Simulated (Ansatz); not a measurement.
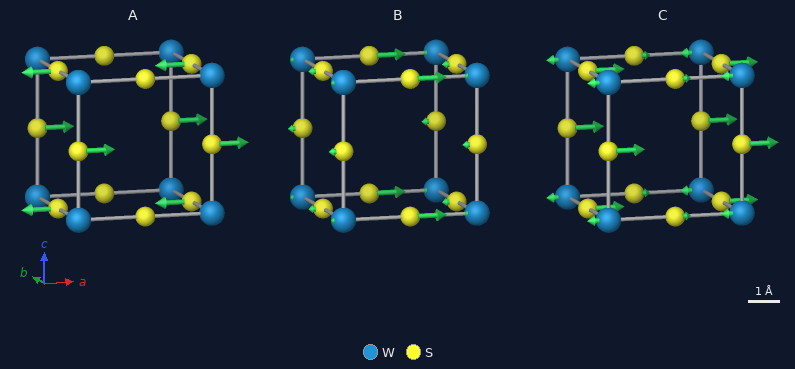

Three optical modes of a crystal of WS3 (a generated structure) at the zone centre, in no order (one member of each degenerate set). The green arrows give the relative displacements of the atoms. Style: ball-and-stick. Shown: the cell of the calculation, slightly off an axis.

Level of theory: DFT LDA, scalar-relativistic, plane waves, PAW (Ansatz). (plane-wave cutoff 420 eV; k-point mesh 10 × 10 × 10; occupations fermi dirac; smearing width 0.15 eV; no spin polarisation)

The frequencies depend somewhat on the k-mesh and the smearing.

Question: Rank the modes by frequency, softest first.

Answer: C (95 cm⁻¹), A (116 cm⁻¹), B (401 cm⁻¹). C, T₁u: All motion is along a; it mainly bends the S–W bonds; the kinetic energy is shared as S 70 %, W 30 %. A, T₂u: The W atoms stay at rest; all motion is along a; atoms of one kind move against one another, with no net shift of their sublattice; the S–W bond lengths don't change to first order, so for these it is a bending, tilting or sliding motion. B, T₁u: All motion is along a; of the bonds it mainly stretches S–W, some lengthening while others shorten; the kinetic energy is shared as S 96 %, W 4 %. The crystal is metallic in this run.
